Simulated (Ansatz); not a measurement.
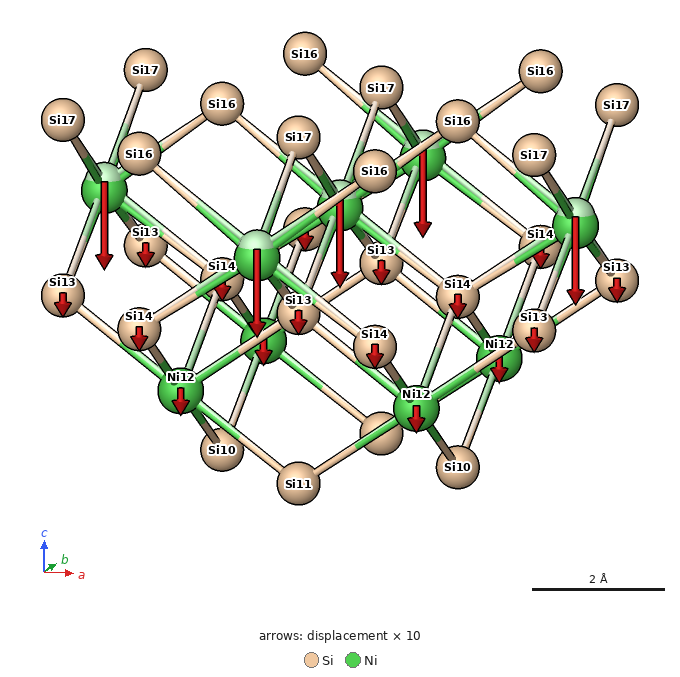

This is a relaxation of a slab of composition Si12Ni5 (cut from the Fm-3m phase). The starting structure is drawn faded, the final one solid; red arrows show the displacements, magnified 10 times.

A ball-and-stick model of the atoms within 5.0 Å of the atom that moves most (axes of the 1 × 2 repeat of the cell, outlined in the plane, without the vacuum), seen slightly off an axis.

Case: (1 0 0) slab, atoms relaxed. The slab is the (1 0 0) face of Si2Ni.

All numbers below come from DFT PBEsol, scalar-relativistic, plane waves, PAW (Ansatz 0.2.0).

The input:
```yaml
crystal:
  lattice:
    - [3.8123023566, 0.0, 0.0]
    - [0.0, 3.8123023566, 0.0]
    - [0.0, 0.0, 28.4785242413]
  atoms:
    - { symbol: Si, position: [0.5, 0.0, 0.2633563431] }
    - { symbol: Si, position: [0.0, 0.5, 0.2633563431] }
    - { symbol: Ni, position: [0.5, 0.5, 0.3106850744] }
    - { symbol: Si, position: [0.0, 0.5, 0.3580138058] }
    - { symbol: Si, position: [0.5, 0.0, 0.3580138058] }
    - { symbol: Ni, position: [0.0, 0.0, 0.4053425372] }
    - { symbol: Si, position: [0.5, 0.0, 0.4526712686] }
    - { symbol: Si, position: [0.0, 0.5, 0.4526712686] }
    - { symbol: Ni, position: [0.5, 0.5, 0.5] }
    - { symbol: Si, position: [0.0, 0.5, 0.5473287314] }
    - { symbol: Si, position: [0.5, 0.0, 0.5473287314] }
    - { symbol: Ni, position: [0.0, 0.0, 0.5946574628] }
    - { symbol: Si, position: [0.5, 0.0, 0.6419861942] }
    - { symbol: Si, position: [0.0, 0.5, 0.6419861942] }
    - { symbol: Ni, position: [0.5, 0.5, 0.6893149256] }
    - { symbol: Si, position: [0.0, 0.5, 0.7366436569] }
    - { symbol: Si, position: [0.5, 0.0, 0.7366436569] }
basis:
  ecutwfc: 420
kpoints:
  mp_grid: { grid: [9, 9, 1] }
hamiltonian:
  xc: pbesol
scf:
  occupations: { method: gaussian, width: 0.1 }
output:
  forces: true
  eigenvalues: true
  write_density: true
  write_potential: true
  elf: true
  volumetric_format: npy
relax:
  adjacent_minimum: "off"
  f_tol: 0.02
  max_steps: 60
efield:
  axis: 3
  dipole_correction: true
  ramp_width: 0.04
```

Command:
```bash
ansatz run input.yaml --threads 2 --pin off --max-ram 5120MiB --backend cpu --events-out ev --progress --plain --runs-dir out
```

Q: Which element moves most?

A: Nickel: up to 0.14 Å, against 0.04 Å for silicon.

Q: What happened in the run?

A: After 4 geometry steps the energy has fallen by 0.165 eV per cell of the calculation. The largest force component goes from 1.2 to 0.00082 eV/Å. The largest moves, 0.14 Å, are those of Ni3 and Ni15. Ni15 goes along the normal (−c). By element the largest moves are Ni 0.14 Å, Si 0.04 Å. The lattice vectors keep their values. Near-neighbour distances that change, for instance: Ni15–Si16 2.335 → 2.422 Å, Si13–Ni15 2.335 → 2.278 Å, Si10–Ni12 2.335 → 2.313 Å. Among the angles between lasting bonds that change: Ni15–Si17–Ni15 109.5° → 103.8°, Ni15–Si14–Ni15 109.5° → 113.6°. Cost: 73 s on 2 threads of AMD EPYC 9R45 96-Core Processor (Zen 5), with other jobs on the host, peak memory 1 GiB.

Limits of the set-up: an element that often carries a moment was run without spin polarisation.
